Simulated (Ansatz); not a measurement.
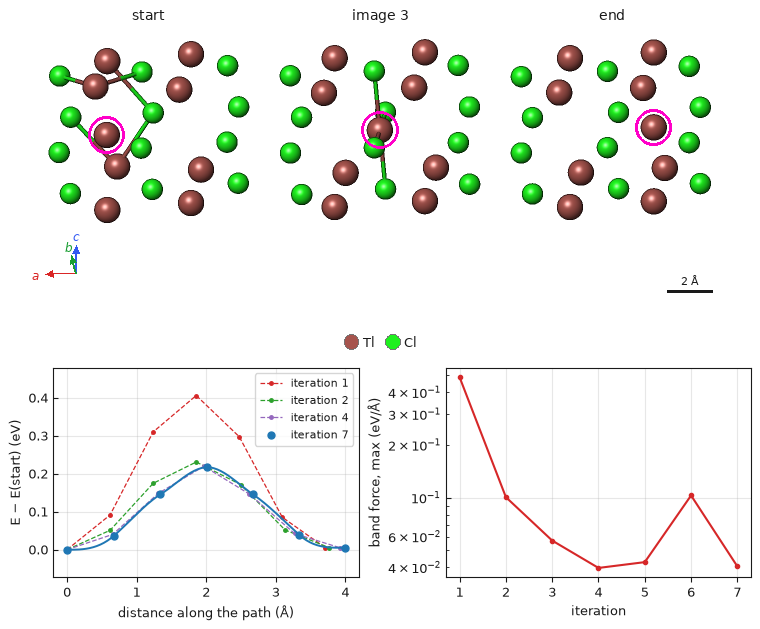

A nudged-elastic-band calculation for a defect cell of composition Tl₇Cl₈ with a Tl vacancy (15 atoms in the cell). Images are numbered from 0 (start) to 6 (end). The plot follows the band through its iterations. The picture is a ball-and-stick view of the atoms within 5.5 Å of the middle of the path, seen from a free direction. The moving atom is ringed, with any periodic copies. Bonds to atoms that aren't drawn are left out.

Method: DFT, PAW plane waves, PBE in Ansatz. Set-up: plane-wave cutoff 420 eV; k-point mesh 2 × 2 × 2; cold smearing 0.15 eV; 5 movable images; climbing image; force threshold 0.05 eV/Å; iteration limit 40.

### Judge this run.

The run is converged, with reservations. The band converged in 7 iterations. The largest component of the band force went from 0.49 to 0.041 eV/Å. The climbing image converged on the top of the path. Its curvatures weren't checked. The first iteration put the highest image at 0.406 eV. The highest point, image 3, lies 0.217 eV above the start and 0.212 eV above the end; the end is at +0.005 eV relative to the start.

Limits of the set-up: the cell has an odd number of electrons but was run without spin polarisation; the k-point mesh is coarse for a cell with partly filled bands; the periodic images lie only 7.7 Å apart, so the values are limited by the cell's size.
